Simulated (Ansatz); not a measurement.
ZnS (space group F-43m, No. 216): the geometry relaxed with DFT PBE, scalar-relativistic, plane waves, PAW in Ansatz 0.2.0.

```
Zn S
1.0
     5.44296    0.00000    0.00000
     0.00000    5.44296    0.00000
     0.00000    0.00000    5.44296
Zn S
4 4
Direct
  0.25000 0.25000 0.75000
  0.25000 0.75000 0.25000
  0.75000 0.25000 0.25000
  0.75000 0.75000 0.75000
  0.00000 0.00000 0.00000
  0.00000 0.50000 0.50000
  0.50000 0.00000 0.50000
  0.50000 0.50000 0.00000
```

Bonds are taken as S–Zn below 2.7 Å; no other contact counts. Simplification: prune 0- and 1-connected atoms, fold 2-connected ones into links.

What net does this leave?

The result is a uninodal 4-connected, three-periodic net: Zn and S are 4-connected nodes. It is the dia net, known from diamond, zinc blende and cristobalite. It is a single net, without interpenetration.

| node | links | point symbol | coordination sequence |
| --- | --- | --- | --- |
| Zn and S | 4 | 6⁶ | 4 12 24 42 64 |

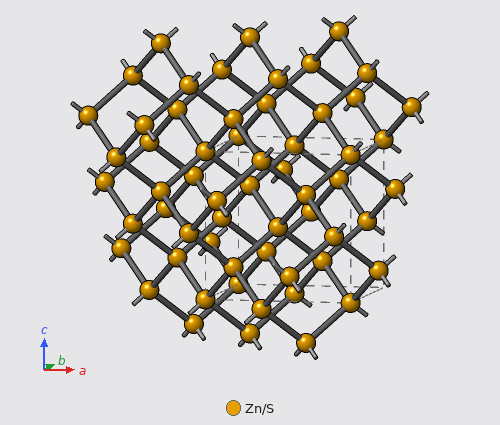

Nodes are coloured by topological kind. Short stubs are edges that leave the cut-out.
